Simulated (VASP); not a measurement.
# ZnCu: interstitial C from one void to a neighbouring one, part 3 of 5

How hard is this move in ZnCu: interstitial C from one void to a neighbouring one? Both ends are relaxed first, then a band of images between them. The start is a cell from a database of measured crystal structures.

VASP 6.6.1, plane waves and PAW; the level of theory is named at each step.

So far. Step 2 (Relax the host): The run ended after 3 ionic steps, 0.016 eV below its first step, once forces and stress met EDIFFG = -0.02. Step 3 (Relax the start): The run ended after 29 ionic steps, 5.870 eV below its first step, once the forces on the free atoms met EDIFFG = -0.05.

**4. Relax the end**

Level of this step: PBEsol; plane waves and PAW (Zn, Cu, C) (VASP).

The end state is relaxed in the same way, so that both ends share their errors.

Input file INCAR:

```
SYSTEM = Zn16Cu16C
PREC = Normal
ENCUT = 400
EDIFF = 1E-05
NELM = 120
ISMEAR = 1
SIGMA = 0.15
LREAL = Auto
ALGO = Fast
GGA = PS
NBANDS = 216
LASPH = .TRUE.
LORBIT = 11
LWAVE = .FALSE.
LCHARG = .FALSE.
KPAR = 6
IBRION = 2
NSW = 60
ISIF = 2
EDIFFG = -0.05
POTIM = 0.4
MAXMIX = 40
ISYM = 0
```

Input file POSCAR:

```
Zn16Cu16C
1.0
    0.0000000000      5.8135098366      5.8135098366
    5.8135098366      0.0000000000      5.8135098366
    5.8135098366      5.8135098366      0.0000000000
Zn Cu C
16 16 1
Direct
    0.1247907463      0.1281762902      0.1229686760
    0.6284636373      0.1257295047      0.1238384256
    0.1202301287      0.6245602176      0.1267571606
    0.1206080899      0.1270230659      0.6290090357
    0.3758884028      0.3770431903      0.3734530920
    0.6237361192      0.6238055389      0.1263111829
    0.6235593120      0.1287315225      0.6228839151
    0.8655137293      0.3760017947      0.3792409504
    0.1265998841      0.6199566716      0.6321655532
    0.3767183133      0.8703893838      0.3753078945
    0.3761867359      0.3756434909      0.8726156486
    0.6258715078      0.6235211714      0.6250844821
    0.8742679899      0.8724623858      0.3746317239
    0.8711756742      0.3750644823      0.8749579310
    0.3723096320      0.8775049308      0.8775074003
    0.8730030501      0.8762107282      0.8755490913
   -0.0022396619     -0.0017486232      0.0032112465
    0.4957343213      0.0006324898      0.0022344275
    0.0036763161      0.5019220240     -0.0050198946
   -0.0013799109     -0.0059747661      0.5019306140
    0.2511429757      0.2480428404      0.2519517690
    0.5026851554      0.4997235504     -0.0018886966
    0.5026111313     -0.0018915403      0.5041746966
    0.7506776154      0.2490729706      0.2488889831
    0.0000605499      0.5005379386      0.4998361465
    0.2533125251      0.7447102209      0.2495416163
    0.2553809763      0.2491509710      0.7468130551
    0.4978256008      0.4989673167      0.5027288296
    0.7446149513      0.7514655760      0.2584133695
    0.7488163537      0.2458349631      0.7514828778
    0.2510296166      0.7531890762      0.7473910567
    0.7437529348      0.7563905331      0.7469195316
    0.0883134769      0.1622648514      0.4155039691
```

Input file KPOINTS:

```
Automatic mesh
0
Gamma
3 3 3
0 0 0
```

PAW data sets: Zn, Cu and C (PBE family, release 64).

Run with:

```
$ mpirun -np 6 vasp_std
```

The log of the run:

```text
[... set-up lines as in an earlier step ...]
 entering main loop
       N       E                     dE             d eps       ncg     rms          rms(c)
DAV:   1     0.367105783166E+04    0.36711E+04   -0.12980E+05  6056   0.249E+03
DAV:   2     0.628014689192E+03   -0.30430E+04   -0.29486E+04  6048   0.626E+02
DAV:   3    -0.705191871466E+02   -0.69853E+03   -0.66480E+03  6048   0.282E+02
DAV:   4    -0.124299456712E+03   -0.53780E+02   -0.51781E+02  7912   0.937E+01
DAV:   5    -0.126245674075E+03   -0.19462E+01   -0.19124E+01  9240   0.165E+01    0.466E+01
RMM:   6    -0.117742884111E+03    0.85028E+01   -0.33132E+02  6060   0.971E+01    0.279E+01
RMM:   7    -0.996078430347E+02    0.18135E+02   -0.98582E+01  6054   0.513E+01    0.107E+01
RMM:   8    -0.997690500345E+02   -0.16121E+00   -0.32897E+00  6629   0.583E+00    0.600E+00
RMM:   9    -0.998444855012E+02   -0.75435E-01   -0.13967E+00  6117   0.515E+00    0.326E+00
RMM:  10    -0.996705045744E+02    0.17398E+00   -0.58331E-01  6080   0.375E+00    0.756E-01
RMM:  11    -0.996739687547E+02   -0.34642E-02   -0.19098E-01  6752   0.116E+00    0.336E-01
RMM:  12    -0.996752969790E+02   -0.13282E-02   -0.30098E-02  7058   0.676E-01    0.277E-01
RMM:  13    -0.996752019597E+02    0.95019E-04   -0.98757E-03  6632   0.316E-01    0.164E-01
RMM:  14    -0.996749567188E+02    0.24524E-03   -0.35115E-03  6272   0.228E-01    0.572E-02
RMM:  15    -0.996749865483E+02   -0.29829E-04   -0.66958E-04  6389   0.102E-01    0.404E-02
RMM:  16    -0.996749764549E+02    0.10093E-04   -0.23798E-04  6204   0.658E-02    0.183E-02
RMM:  17    -0.996749755338E+02    0.92112E-06   -0.81944E-05  5241   0.339E-02
   1 F= -.99674976E+02 E0= -.99670306E+02  d E =-.996750E+02
 curvature:   0.00 expect dE= 0.000E+00 dE for cont linesearch  0.000E+00
 trial: gam= 0.00000 g(F)=  0.113E+02 g(S)=  0.000E+00 ort = 0.000E+00 (trialstep = 0.100E+01)
 search vector abs. value=  0.113E+02
 bond charge predicted
       N       E                     dE             d eps       ncg     rms          rms(c)
DAV:   1    -0.628421680480E+02    0.36833E+02   -0.39572E+03  8696   0.203E+02    0.138E+01
RMM:   2    -0.905146071772E+02   -0.27672E+02   -0.25979E+02  7742   0.672E+01    0.127E+01
RMM:   3    -0.100682943117E+03   -0.10168E+02   -0.11694E+02  8508   0.285E+01    0.869E+00
RMM:   4    -0.101965364994E+03   -0.12824E+01   -0.21824E+01  7634   0.130E+01    0.531E+00
RMM:   5    -0.102371359843E+03   -0.40599E+00   -0.54464E+00  7646   0.571E+00    0.502E+00
RMM:   6    -0.102343479341E+03    0.27881E-01   -0.24257E+00  7021   0.342E+00    0.317E+00
RMM:   7    -0.102313732915E+03    0.29746E-01   -0.51514E-01  7014   0.184E+00    0.178E+00
RMM:   8    -0.102293888024E+03    0.19845E-01   -0.83809E-02  6833   0.101E+00    0.113E+00
RMM:   9    -0.102280012554E+03    0.13875E-01   -0.53690E-02  7227   0.786E-01    0.788E-01
RMM:  10    -0.102274409378E+03    0.56032E-02   -0.26584E-02  7352   0.397E-01    0.552E-01
RMM:  11    -0.102271336894E+03    0.30725E-02   -0.48688E-03  7686   0.211E-01    0.395E-01
RMM:  12    -0.102269881276E+03    0.14556E-02   -0.15568E-03  7611   0.125E-01    0.267E-01
RMM:  13    -0.102269035516E+03    0.84576E-03   -0.17375E-03  7092   0.135E-01    0.145E-01
RMM:  14    -0.102268732021E+03    0.30350E-03   -0.91967E-04  7356   0.909E-02    0.527E-02
RMM:  15    -0.102268736320E+03   -0.42996E-05   -0.12962E-04  5483   0.351E-02    0.418E-02
RMM:  16    -0.102268723160E+03    0.13160E-04   -0.27722E-05  3833   0.194E-02    0.226E-02
RMM:  17    -0.102268717857E+03    0.53030E-05   -0.20746E-05  3640   0.176E-02
   2 F= -.10226872E+03 E0= -.10226348E+03  d E =-.259374E+01
[... from here on, the cycles between the ionic steps are left out ...]
   3 F= -.10263881E+03 E0= -.10263477E+03  d E =-.296383E+01
   4 F= -.10264587E+03 E0= -.10264178E+03  d E =-.297090E+01
   5 F= -.10296775E+03 E0= -.10296304E+03  d E =-.321875E+00
   6 F= -.10296871E+03 E0= -.10296396E+03  d E =-.322838E+00
   7 F= -.10309120E+03 E0= -.10308606E+03  d E =-.122485E+00
   8 F= -.10312837E+03 E0= -.10312296E+03  d E =-.159654E+00
   9 F= -.10319336E+03 E0= -.10318813E+03  d E =-.649890E-01
  10 F= -.10327571E+03 E0= -.10327112E+03  d E =-.147339E+00
  11 F= -.10333098E+03 E0= -.10332649E+03  d E =-.552705E-01
  12 F= -.10333552E+03 E0= -.10333108E+03  d E =-.598182E-01
  13 F= -.10337025E+03 E0= -.10336576E+03  d E =-.347239E-01
  14 F= -.10337916E+03 E0= -.10337466E+03  d E =-.436390E-01
  15 F= -.10339296E+03 E0= -.10338838E+03  d E =-.137938E-01
  16 F= -.10339987E+03 E0= -.10339522E+03  d E =-.207040E-01
  17 F= -.10339649E+03 E0= -.10339169E+03  d E =-.173325E-01
  18 F= -.10340126E+03 E0= -.10339656E+03  d E =-.220990E-01
  19 F= -.10340892E+03 E0= -.10340417E+03  d E =-.765765E-02
  20 F= -.10341285E+03 E0= -.10340805E+03  d E =-.115848E-01
  21 F= -.10341941E+03 E0= -.10341462E+03  d E =-.655976E-02
  22 F= -.10342137E+03 E0= -.10341658E+03  d E =-.851999E-02
  23 F= -.10342640E+03 E0= -.10342166E+03  d E =-.503663E-02
  24 F= -.10343185E+03 E0= -.10342725E+03  d E =-.104854E-01
  25 F= -.10343601E+03 E0= -.10343137E+03  d E =-.415622E-02
  26 F= -.10343648E+03 E0= -.10343184E+03  d E =-.462793E-02
  27 F= -.10343677E+03 E0= -.10343212E+03  d E =-.492149E-02
  28 F= -.10343923E+03 E0= -.10343450E+03  d E =-.245556E-02
  29 F= -.10343928E+03 E0= -.10343455E+03  d E =-.250480E-02
  30 F= -.10344095E+03 E0= -.10343619E+03  d E =-.167313E-02
  31 F= -.10344098E+03 E0= -.10343622E+03  d E =-.170034E-02
  32 F= -.10344270E+03 E0= -.10343795E+03  d E =-.172548E-02
  33 F= -.10344366E+03 E0= -.10343893E+03  d E =-.268661E-02
  34 F= -.10344354E+03 E0= -.10343885E+03  d E =-.256392E-02
  35 F= -.10344390E+03 E0= -.10343918E+03  d E =-.292591E-02
  36 F= -.10344391E+03 E0= -.10343920E+03  d E =-.293149E-02
  37 F= -.10344394E+03 E0= -.10343923E+03  d E =-.296507E-02
 curvature:  -2.92 expect dE=-0.566E-02 dE for cont linesearch -0.398E-04
 trial: gam= 1.21861 g(F)=  0.193E-02 g(S)=  0.000E+00 ort = 0.239E-03 (trialstep = 0.111E+01)
 search vector abs. value=  0.875E-02
 bond charge predicted
       N       E                     dE             d eps       ncg     rms          rms(c)
DAV:   1    -0.103443528813E+03    0.41091E-03   -0.21841E+00  6304   0.362E+00    0.912E-02
RMM:   2    -0.103444846843E+03   -0.13180E-02   -0.14543E-02  6125   0.662E-01    0.566E-02
RMM:   3    -0.103445518624E+03   -0.67178E-03   -0.62875E-03  7029   0.269E-01    0.678E-02
RMM:   4    -0.103445543211E+03   -0.24586E-04   -0.68415E-04  7481   0.101E-01    0.391E-02
RMM:   5    -0.103445543738E+03   -0.52771E-06   -0.11727E-04  4900   0.335E-02    0.283E-02
RMM:   6    -0.103445535962E+03    0.77765E-05   -0.32273E-05  4042   0.259E-02
  38 F= -.10344554E+03 E0= -.10344082E+03  d E =-.159281E-02
 trial-energy change:   -0.001593  1 .order   -0.001596   -0.002481   -0.000710
 step:   1.5616(harm=  1.5616)  dis= 0.00785  next Energy=  -103.445681 (dE=-0.174E-02)
 reached required accuracy - stopping structural energy minimisation
```

The job ended after 48 min (6 MPI ranks of Intel Xeon 6975P-C (Granite Rapids), shared host; peak memory 3.9 GiB; 4.4 h of CPU time).

OUTCAR, selected parts (step 4):

```text
 Found     14 irreducible k-points:

   NELECT =     372.0000    total number of electrons

 E-fermi :   6.1725

 k-point     1 :       0.0000    0.0000    0.0000
  band No.  band energies     occupation
    ...
    180       4.0862      2.00000
    181       4.1100      2.00000
    182       5.4680      2.00000
    183       5.9973      2.06985
    184       6.0804      1.85283
    185       6.7739     -0.00000
    186       7.7525     -0.00000
    187       7.9667     -0.00000
    188       7.9676     -0.00000
    189       8.1195     -0.00000
    ...

 k-point     2 :       0.3333    0.0000    0.0000
  band No.  band energies     occupation
    ...
    181       4.9558      2.00000
    182       5.0423      2.00000
    183       5.4091      2.00000
    184       5.7900      2.00185
    185       6.1609      1.13020
    186       6.2751      0.09156
    187       6.4488     -0.02573
    188       6.6461     -0.00008
    189       6.6967     -0.00001
    190       7.2604     -0.00000
    ...

  Total        9.1045431      8.4049545     12.9313170     -0.0248949     -0.0567568      0.0375855
  in kB       37.1213285     34.2689437     52.7239709     -0.1015023     -0.2314108      0.1532449
  external PRESSURE =      41.3714144 kB  Pullay stress =       0.0000000 kB

 POSITION                                       TOTAL-FORCE (eV/Angst)
 -----------------------------------------------------------------------------------
      1.51253      1.50585      1.44355        -0.032738     -0.017923      0.012421
      1.36038      4.37997      4.38866         0.020960     -0.008311     -0.005508
      4.47132      1.33958      4.39525         0.002435      0.001510      0.009716
      4.35812      4.44292      1.44896        -0.012135     -0.009357      0.002899
      4.47065      4.47788      4.38784        -0.001292     -0.024669      0.012032
      4.31601      4.37202      7.25928        -0.020259      0.016982      0.019300
      4.46923      7.15302      4.32308        -0.000307      0.005601     -0.016724
      4.36143      7.18704      7.25818        -0.019282     -0.009282     -0.006130
      7.17361      4.37861      4.31441         0.011398      0.002837     -0.006040
      7.32905      4.30871      7.26525        -0.045150      0.012478      0.004063
      7.17210      7.24730      4.39440         0.025953      0.010307      0.002162
      7.32585      7.32959      7.26110         0.000330      0.026177     -0.002666
      7.17500      7.24711     10.12991         0.010780      0.010231      0.013307
      7.32408     10.11075      7.26305         0.008805     -0.023343      0.014119
     10.13105      7.25221      7.25797        -0.035145      0.004377      0.002935
     10.28177     10.28963     10.13473         0.011037     -0.015029     -0.031027
      5.88901      5.82594      0.11101        -0.001234      0.021572     -0.005284
     11.56591      8.71844      8.70121         0.000269      0.004304     -0.007122
      8.67997      5.77936      2.95911         0.005754      0.012188      0.011654
      8.78002      8.72378     11.22428         0.006847     -0.006917      0.014630
      2.96897      2.90273      3.29979         0.012836      0.004915     -0.021171
      2.95815      2.91076      5.73781         0.000260     -0.013455      0.014125
      8.67789      5.85303      8.77316         0.022630     -0.009546      0.013330
      2.86550      5.77336      5.74954         0.001824      0.019420     -0.014482
      5.79020      8.71707      8.69686        -0.001389      0.010000      0.003414
      5.75763      2.90994      5.82483        -0.006534      0.001597     -0.016404
      5.88703      5.83496      2.78515        -0.000836      0.003211     -0.004178
      5.88848      5.79326      5.92622         0.002329     -0.008159     -0.005787
      5.88252      5.79701      8.59910         0.011932     -0.008254     -0.003507
      5.79703      8.72402      5.82867        -0.022753     -0.002795     -0.015370
      8.67825      5.84799      5.74593        -0.003961     -0.005956      0.006507
      8.77196      8.72164      8.78256         0.014154     -0.015910      0.001223
      3.02157      2.90483      1.44842         0.032484      0.011199      0.003563
 -----------------------------------------------------------------------------------
    total drift:                                0.051115     -0.003726     -0.005647

  FREE ENERGIE OF THE ION-ELECTRON SYSTEM (eV)
  ---------------------------------------------------
  free  energy   TOTEN  =      -103.4455359617 eV

  energy  without entropy=     -103.4313786002  energy(sigma->0) =     -103.44081684

 total charge
# of ion       s       p       d       tot
------------------------------------------
    1        0.581   0.584   9.758  10.923
    2        0.604   0.578   9.744  10.926
    3        0.605   0.579   9.743  10.927
    4        0.590   0.590   9.755  10.935
    5        0.605   0.578   9.743  10.926
    6        0.592   0.573   9.740  10.906
    7        0.605   0.578   9.743  10.925
    8        0.590   0.591   9.755  10.937
    9        0.604   0.578   9.744  10.926
   10        0.581   0.584   9.758  10.923
   11        0.604   0.578   9.744  10.926
   12        0.593   0.576   9.740  10.908
   13        0.603   0.578   9.744  10.925
   14        0.593   0.577   9.740  10.910
   15        0.592   0.572   9.740  10.904
   16        0.605   0.579   9.743  10.927
   17        0.447   0.447   9.180  10.073
   18        0.445   0.407   9.182  10.034
   19        0.446   0.405   9.185  10.036
   20        0.497   0.533   9.171  10.202
   21        0.497   0.533   9.171  10.201
   22        0.441   0.435   9.173  10.049
   23        0.447   0.406   9.185  10.038
   24        0.447   0.406   9.185  10.038
   25        0.443   0.399   9.188  10.030
   26        0.446   0.407   9.183  10.035
   27        0.447   0.446   9.180  10.072
   28        0.447   0.446   9.180  10.073
   29        0.446   0.446   9.180  10.072
   30        0.443   0.400   9.188  10.031
   31        0.447   0.406   9.185  10.038
   32        0.441   0.434   9.173  10.049
   33        0.877   1.511   0.000   2.388
--------------------------------------------------
tot         17.649  17.740 302.824 338.213

[... 6 parts as in an earlier step ...]

[... 6 further parts left out ...]
```

Step by step (22 of 38):

```
step  energy less that of the first step (eV)  largest force (eV/Å)
   1                                   0.0000               12.6070
   3                                  -2.9638                2.5763
   5                                  -3.2928                0.9434
   6                                  -3.2937                1.0543
   8                                  -3.4534                0.5278
  10                                  -3.6007                0.4983
  12                                  -3.6605                0.7469
  13                                  -3.6953                0.3057
  15                                  -3.7180                0.1263
  17                                  -3.7215                0.3984
  19                                  -3.7339                0.1585
  20                                  -3.7379                0.2822
  22                                  -3.7464                0.1872
  24                                  -3.7569                0.1521
  26                                  -3.7615                0.0869
  27                                  -3.7618                0.1447
  29                                  -3.7643                0.1497
  31                                  -3.7660                0.0815
  33                                  -3.7687                0.0705
  34                                  -3.7686                0.1426
  36                                  -3.7689                0.1133
  38                                  -3.7706                0.0470
```

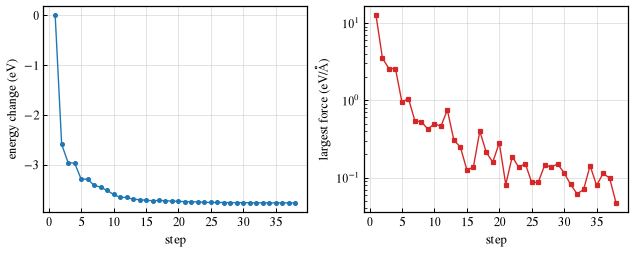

Energy and largest force along the relaxation.

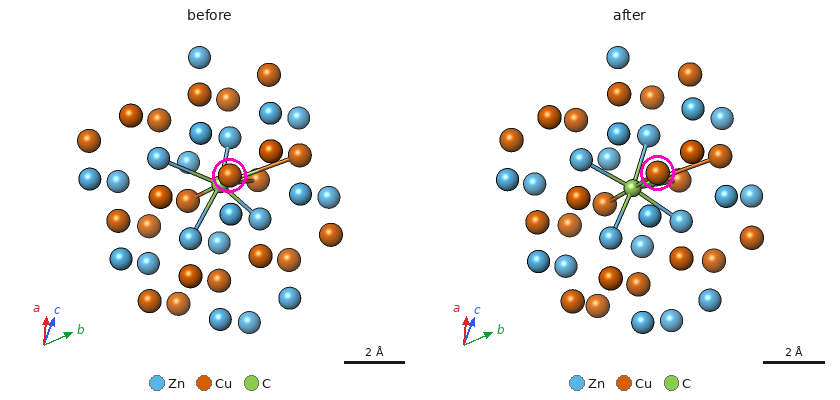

Before and after: the atoms that start within 5 Å of the centre. Cu21, which moves most, is ringed if it is among them.

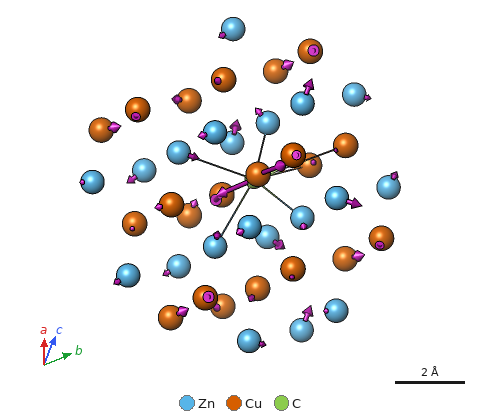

Displacements in the relaxation near the centre, exaggerated; the longest in the cell stands for 0.40 Å.

The atoms that moved most (Å):

```
atom      dx      dy      dz  length
Cu21   0.062  -0.022   0.398   0.403
Cu20   0.083   0.000  -0.360   0.369
 C33  -0.337  -0.024  -0.008   0.338
Cu27   0.097   0.009  -0.148   0.177
 Zn5   0.108   0.122   0.011   0.163
Zn16   0.098   0.124  -0.034   0.162
 Zn3   0.104  -0.096   0.065   0.156
Cu17   0.067   0.007   0.134   0.150
```

The relaxed structure:

```
Zn Cu C
1.0
     0.00000    5.81351    5.81351
     5.81351    0.00000    5.81351
     5.81351    5.81351    0.00000
Zn Cu C
16 16 1
Direct
  0.12358 0.12473 0.13545
  0.63716 0.11775 0.11625
  0.10867 0.64737 0.12176
  0.13191 0.11733 0.63233
  0.37800 0.37676 0.39225
  0.62916 0.61953 0.12288
  0.60264 0.14099 0.62778
  0.86727 0.38123 0.36899
  0.13068 0.61146 0.62250
  0.36509 0.88463 0.37606
  0.38442 0.37148 0.86222
  0.62482 0.62418 0.63596
  0.87744 0.86504 0.36916
  0.86434 0.38500 0.87484
  0.37663 0.87183 0.87084
  0.87233 0.87098 0.89762
  0.00412 0.01497 0.99801
  0.50346 0.99326 0.99623
  0.00503 0.50397 0.98909
  0.96053 0.97020 0.54008
  0.27811 0.28950 0.22120
  0.48941 0.49757 0.01128
  0.51159 0.99751 0.49521
  0.74459 0.24440 0.24850
  0.99972 0.49626 0.49973
  0.25605 0.74589 0.24449
  0.23506 0.24402 0.76863
  0.50150 0.51788 0.49501
  0.73223 0.74693 0.26494
  0.75304 0.24956 0.74760
  0.25077 0.73761 0.75516
  0.75103 0.75969 0.74921
  0.11453 0.13462 0.38514
```

Numbers from this step:

* electronic cycles: 294
* free energy (TOTEN): -103.4455 eV
* energy at zero smearing: -103.4408 eV
* Fermi energy: 6.173 eV

The run ended after 38 ionic steps, 3.771 eV below its first step, once the forces on the free atoms met EDIFFG = -0.05.

(Continued in part 4 of 5.)

[Lines on the potential files, build, host, timing and source positions are cut from VASP's logs without a mark.]

[Logs are printed without paths, hosts, clocks, repeated set-up lines and the standing remarks that a program may print on its own settings, such as how far it seeks lower states.]

[Hosts, paths, dates, database ids (printed as entryN), source tags and the programs' standing remarks are cut or masked in the printed files.]

[Runs that stopped without an error message from VASP are left out.]
